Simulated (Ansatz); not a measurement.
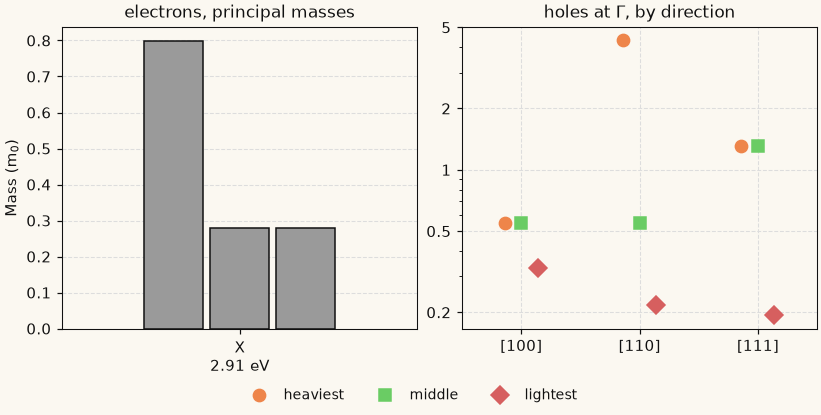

Effective masses at the band extrema of zincblende BeS, space group F-43m, 2 atoms in the primitive cell, in a cell relaxed beforehand (cubic a = 4.838 Å), in units of the free-electron mass, from finite differences of the levels. Left, the three principal masses of each conduction valley, with its energy above the valence top; right, the masses of the bands that meet at the valence top.

Ansatz 0.2.0; PBEsol, Ansatz PAW set, no spin polarisation, no spin-orbit coupling, 8×8×8 k mesh, 420 eV cutoff.

### What are the masses of the lowest valley?

It lies at X, 2.91 eV above the valence top, with one mass of 0.798 and two of 0.28. Its 3 equivalent valleys give a density-of-states mass N^(2/3) (m1 m2 m3)^(1/3) = 0.826, and averaged over them a conductivity mass 3/(1/m1 + 1/m2 + 1/m3) = 0.357.

### How do the hole masses depend on direction?

Along [100] 0.547, 0.547 and 0.331; along [110] 4.31, 0.547 and 0.217; along [111] 1.31, 1.31 and 0.194.

The PAW data sets were made with another functional. LDA, GGA and most meta-GGA functionals understate gaps. Without spin-orbit coupling the bands that meet at the top aren't the heavy and light holes of experiment. An understated gap makes light masses too light.
